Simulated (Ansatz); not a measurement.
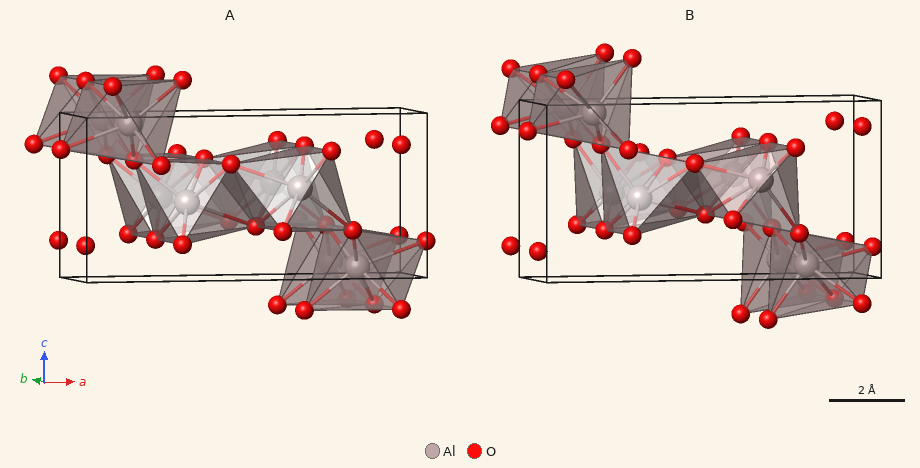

Two geometries of a crystal of AlO₂ (set up in Pnma) (coarse preliminary run), drawn at one scale. One is the start of a relaxation, the other its converged end. Style: polyhedral. Shown: the cell of the calculation, repeated 1 × 2 × 1 with one cell outlined, from a free direction.

Level of theory: Ansatz 0.2.0, DFT PBEsol, scalar-relativistic, plane waves, PAW. (plane-wave cutoff 420 eV; k-point mesh 2 × 8 × 4; occupations gaussian; smearing width 0.1 eV; collinear spin; cell and atoms relaxed; force threshold 0.05 eV/Å; at most 80 steps)

Question: Which of the two is the end point?

Answer: Structure B is the relaxed one. The largest moves relative to the cell, 0.29 Å, are those of O atoms. By element the largest moves are O 0.29 Å, Al 0.14 Å. The volume changes by +7.5 %, with a 9.440 → 9.272 Å (−1.8 %), b 2.840 → 2.888 Å (+1.7 %), c 4.420 → 4.759 Å (+7.7 %). Among the contacts that change: Al–O 2.019 → 1.887 Å, Al–O 1.980 → 2.094 Å, Al–O 1.863 → 1.799 Å, Al–O 1.839 → 1.814 Å. Bond angles that change, for instance: O–Al–O 160.9° → 140.6°, O–Al–O 77.0° → 65.2°, Al–O–Al 103.0° → 114.8°. The space group stays Pnma (No. 62). After 11 accepted moves (13 points after the start) the energy has fallen by 0.707 eV per cell of the calculation. Largest force component: 1.1 eV/Å at the start, 0.043 eV/Å at the end. Pressure: −4.73 GPa at the start and −0.01 GPa at the end. The SCF was repeated twice at an unchanged geometry on a basis and grid sized afresh for the cell, which shifted the energy by 72.1 meV per cell of the calculation at most. Cost: 2.7 min on 2 threads of Arm Neoverse V1 (shared host), peak memory 0.54 GiB.
